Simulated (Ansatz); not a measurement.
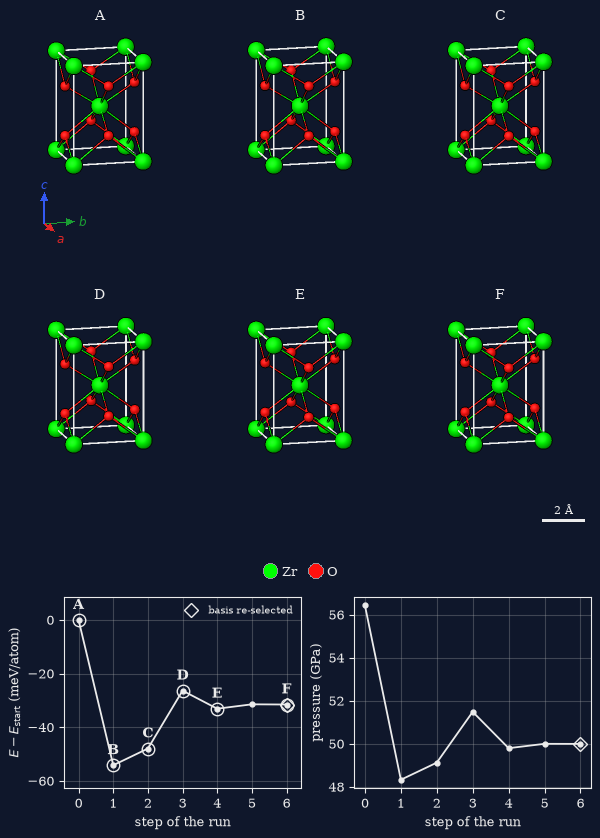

Frames of a relaxation of crystalline ZrO₂ (set up in P4_2/nmc), marked on the history of the run. A ball-and-stick model of the cell of the calculation, seen slightly off an axis.

Case: relaxed at 50 GPa.

Computed with Ansatz, DFT r2SCAN, scalar-relativistic, plane waves, PAW. Settings: plane-wave cutoff 500 eV; k-point mesh 8 × 8 × 6; occupations gaussian; smearing width 0.02 eV; target pressure 50 GPa; no spin polarisation; cell and atoms relaxed; force threshold 0.008 eV/Å; at most 50 steps.

> Describe the path.

The energy falls by 31.5 meV per atom in 5 accepted moves (6 points after the start). With the target pressure of 50 GPa, the enthalpy E + pV changes by −8.9 meV per atom. The largest force component goes from 0.28 to 0.0015 eV/Å. Pressure: 56.43 GPa at the start and 50.00 GPa at the end. At 1 point the geometry stayed and the basis and grid were re-selected for the new cell (energy shift of 0.1 meV per atom at most each time). The largest moves relative to the cell, 0.13 Å, are those of O atoms. Zr stays in place. Cell: a = b 3.413 → 3.430 Å (+0.5 %), c 4.859 → 4.850 Å (−0.2 %). Volume +0.8 %. Among the contacts that change: O–Zr 2.018 → 2.097 Å, O–Zr 2.178 → 2.104 Å, Zr–Zr 3.413 → 3.430 Å. Bond angles that change, for instance: Zr–O–Zr 103.2° → 109.2°, Zr–O–Zr 115.5° → 109.7°. The space group stays P4_2/nmc (No. 137). Cost: 110 s on 1 thread of Arm Neoverse V1 (shared host), peak memory 0.51 GiB. From step 0 to 1: volume +1.7 %, energy −54.1 meV per atom. From step 1 to 2: volume −0.2 %, energy +6.2 meV per atom. From step 2 to 3: O atoms move most (0.04 Å), volume −0.8 %, energy +21.6 meV per atom. From step 3 to 4: O atoms move most (0.06 Å), volume +0.2 %, energy −6.7 meV per atom. From step 4 to 6: energy +1.6 meV per atom.

```json
{"step": "0", "E − E(0), meV/atom": "0.00", "largest force component, eV/Å": "0.2767", "pressure, GPa": "56.43", "volume, Å³/atom": "9.436", "note": ""}
{"step": "1", "E − E(0), meV/atom": "-54.15", "largest force component, eV/Å": "0.1817", "pressure, GPa": "48.33", "volume, Å³/atom": "9.599", "note": ""}
{"step": "2", "E − E(0), meV/atom": "-47.92", "largest force component, eV/Å": "0.1596", "pressure, GPa": "49.13", "volume, Å³/atom": "9.575", "note": ""}
{"step": "3", "E − E(0), meV/atom": "-26.34", "largest force component, eV/Å": "0.0674", "pressure, GPa": "51.49", "volume, Å³/atom": "9.496", "note": ""}
{"step": "4", "E − E(0), meV/atom": "-33.07", "largest force component, eV/Å": "0.0053", "pressure, GPa": "49.80", "volume, Å³/atom": "9.514", "note": ""}
{"step": "5", "E − E(0), meV/atom": "-31.44", "largest force component, eV/Å": "0.0018", "pressure, GPa": "50.00", "volume, Å³/atom": "9.509", "note": ""}
{"step": "6", "E − E(0), meV/atom": "-31.51", "largest force component, eV/Å": "0.0015", "pressure, GPa": "50.00", "volume, Å³/atom": "9.509", "note": "same geometry, new basis"}
```
